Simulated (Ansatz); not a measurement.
System: Ga.

```
Ga
1.0
     2.73459    0.00000    0.00000
     0.00000    7.90647    0.00000
     0.00000    0.00000    3.09303
Ga
4
Direct
  0.00000 0.86551 0.75000
  0.50000 0.36551 0.75000
  0.00000 0.13449 0.25000
  0.50000 0.63449 0.25000
```

Space group Cmcm; computed pressure about 5 GPa in this cell.

All numbers below come from Ansatz 0.2.0, Kohn-Sham DFT of a periodic cell, PBEsol, Ansatz PAW.

Q: What will maps of the valence pseudo-density and electron localisation function show?

A: Ga–Ga (2.73 Å): the density is about 0.25 e/Å³ at the midpoint; the ELF is about 0.45 at the midpoint.

Q: Does the calculation make it a metal, or give it a gap?

A: It is gapless in this calculation (a metal or semimetal).

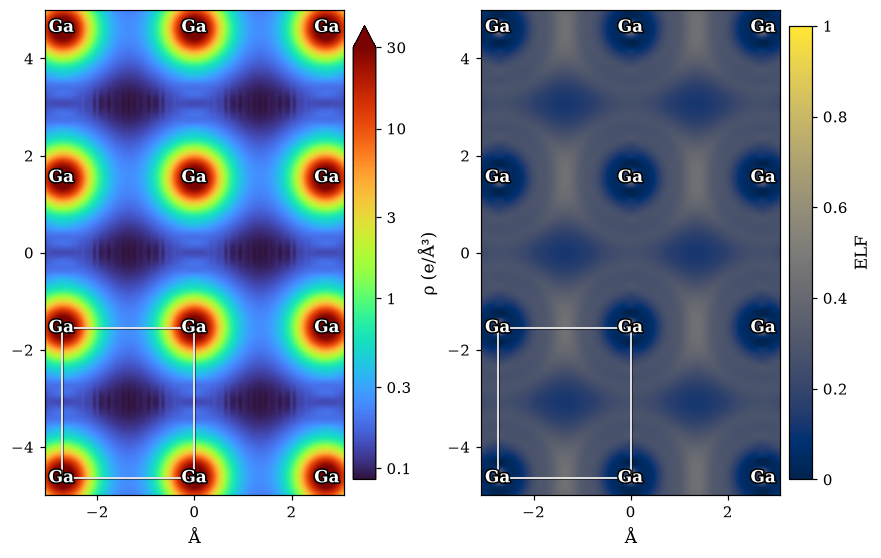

Computed valence pseudo-density and electron localisation function on the (010) plane of the conventional cell, in this order. 
